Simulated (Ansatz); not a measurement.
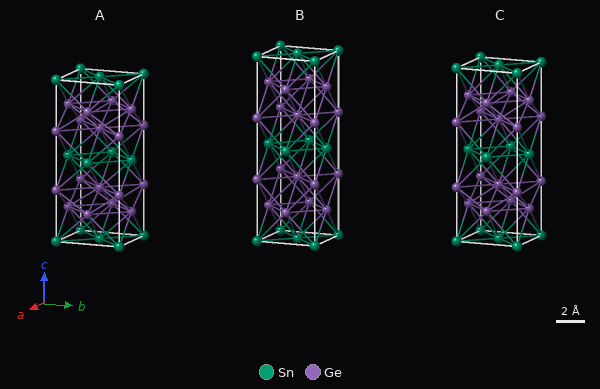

3 geometries from one relaxation of crystalline SnGe₂ (a generated structure, set up in Fmmm) (coarse preliminary run), in shuffled order. The picture is a ball-and-stick view of the conventional cell (4 times the calculation's cell), seen slightly off an axis. Lengths and directions refer to the drawn axes.

Level of theory: DFT PBE, scalar-relativistic, plane waves, PAW (Ansatz 0.2.0). Settings: plane-wave cutoff 420 eV; k-point mesh 6 × 6 × 6; occupations gaussian; smearing width 0.1 eV; no spin polarisation; cell and atoms relaxed; force threshold 0.04 eV/Å; at most 70 steps.

Question: Order the frames from highest to lowest energy.

Answer: B, C, A. They are steps 0, 6, 11, at +97.2 meV per atom, +25.7 meV per atom relative to the last. After 7 accepted moves (11 points after the start) the energy has fallen by 97.2 meV per atom. Largest force component: 0.6 eV/Å at the start, 0.019 eV/Å at the end. The pressure goes from 0.99 to 0.14 GPa. The line search rejected the trial steps at points 2, 5, 9 of the run. At 1 point the geometry stayed and the basis and grid were re-selected for the new cell (energy shift of 0.5 meV per atom at most each time). The largest moves relative to the cell, 0.19 Å, are those of Ge atoms. Sn stays in place. The drawn cell changes as follows: a 4.338 → 4.509 Å (+3.9 %), b 4.526 → 4.945 Å (+9.3 %), c 13.577 → 11.891 Å (−12.4 %); the volume changes by −0.5 %. Some distances before and after: Ge–Ge 3.135 → 2.765 Å, Ge–Ge 3.200 → 2.946 Å, Sn–Sn 3.135 → 3.346 Å, Ge–Ge 3.135 → 3.346 Å. Bond angles that change, for instance: Sn–Ge–Sn 87.6° → 92.1°. The space group stays Fmmm (No. 69). Cost: 38 s on 1 thread of Intel(R) Xeon(R) Platinum 8488C (Sapphire Rapids), with other jobs on the host, peak memory 0.46 GiB.
